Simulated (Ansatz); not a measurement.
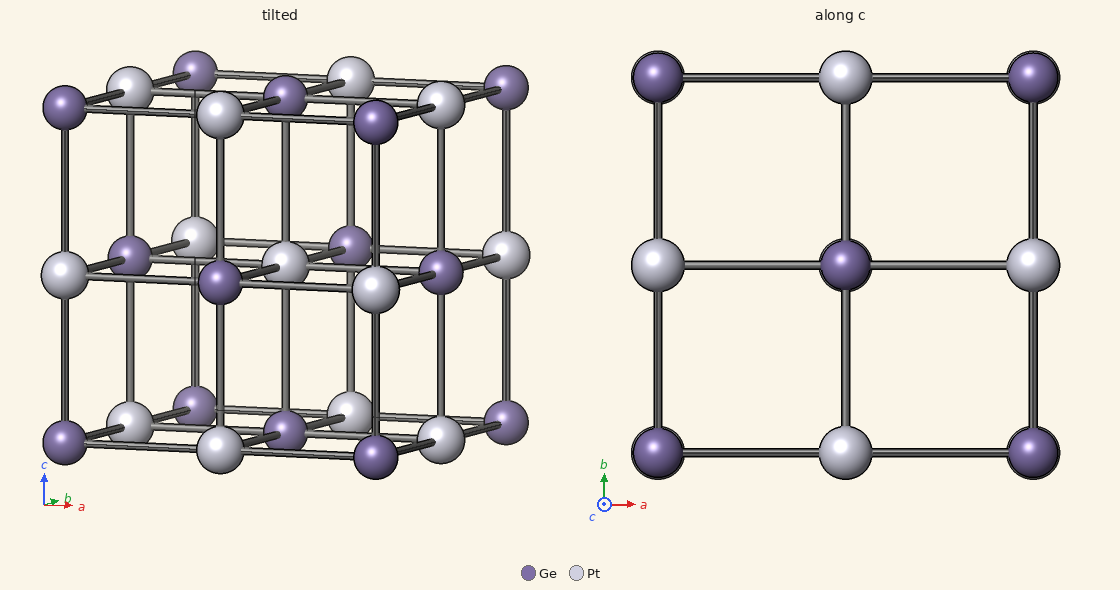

We look at a ball-and-stick model of the crystal slightly off an axis and along the c axis. The lines enclose the conventional unit cell; boundary atoms appear with their images. Cell: a = 5.21 Å, b = 5.21 Å, c = 5.21 Å, α = 90.00°, β = 90.00°, γ = 90.00°.

The structure was taken from a structure type filled with these elements by a generator (whether the compound takes this form wasn't checked). Earlier steps of the study, as a rule a relaxation of our own, may have changed the cell and positions, so they can lie some per cent off the listed ones. A calculation with Ansatz used it as input.

Q: Caption:

A: Its composition is GePt. The structure has Fm-3m (No. 225) symmetry and a face-centred cubic lattice. The structure is of the kind named rock salt (NaCl type). Cell content: 4 Ge, 4 Pt, that is 4 formula units. Around each Ge lie six Pt in an octahedral arrangement at about 2.6 Å. Each Pt has six Ge in an octahedral arrangement at about 2.6 Å. The bonds build a three-dimensional framework.

All computed values are from DFT PBE, scalar-relativistic, plane waves, PAW in Ansatz 0.2.0. Settings: plane-wave cutoff 420 eV, k-points about 0.12 Å⁻¹ apart, Gaussian smearing of 0.1 eV, no spin polarisation.

Q: What does the calculation say: metal or gapped?

A: A metal: bands cross the Fermi level.

Q: What net charge does each kind of atom have (Bader)?

A: Ge +0.65 e; Pt -0.65 e.

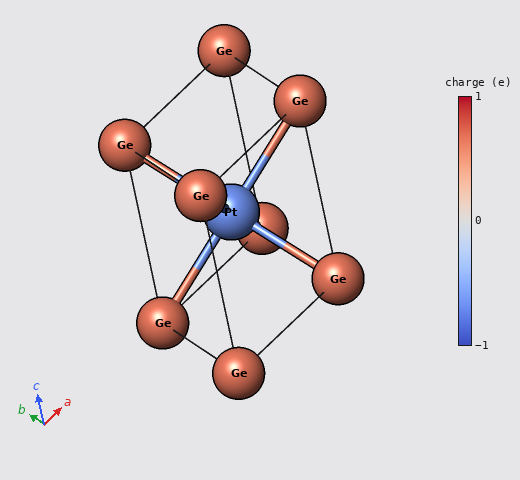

The atoms coloured by those charges. The run's cell of 2 atoms is drawn, so axes and origin can differ from the first picture.

Q: Does this geometry sit at a stationary point of the energy?

A: Yes. All forces vanish to within 0.01 eV/Å. The pressure is 0.0 GPa, close to zero.
